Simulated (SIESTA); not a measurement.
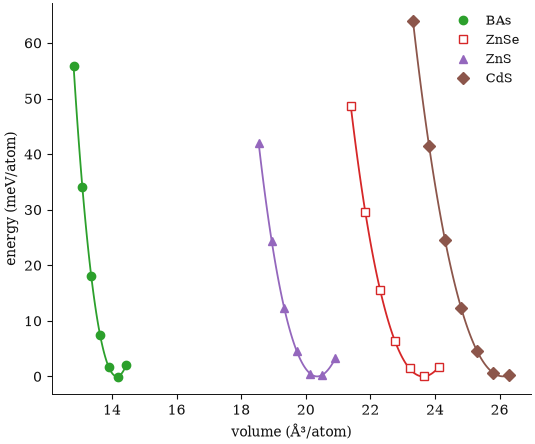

Energy against volume, with one curve for each compound, for BAs, CdS, ZnS and ZnSe (all in space group F-43m (No. 216)).

Settings that differ: BAs: k mesh 10×10×10; ZnSe: k mesh 8×8×8; ZnS: k mesh 9×9×9; CdS: k mesh 8×8×8.

The fitted equilibrium volumes, smallest first, are BAs 14.151, ZnS 20.350, ZnSe 23.634, CdS 26.106 Å³/atom. The fitted bulk moduli, smallest first, are CdS 55.7, ZnSe 57.6, ZnS 70.3, BAs 115.4 GPa.

Computed with SIESTA 5.4.2: DFT in numerical atomic orbitals with pseudopotentials, no spin polarisation; energies at scaled volumes of the given cell, shape and fractions fixed, counted from the fit's minimum, third-order Birch-Murnaghan fit. Level: PBE.

```csv
setting,value
occupations,Fermi–Dirac
smearing width,0.05 eV
potentials,"PseudoDojo 0.4 standard, converted to PSML, two zetas on semicore shells"
```

Keep in mind: mulliken charges of long orbitals; short basis over semicore shells (ZnSe, ZnS); valence orbitals made in semicore potential (ZnSe, ZnS).
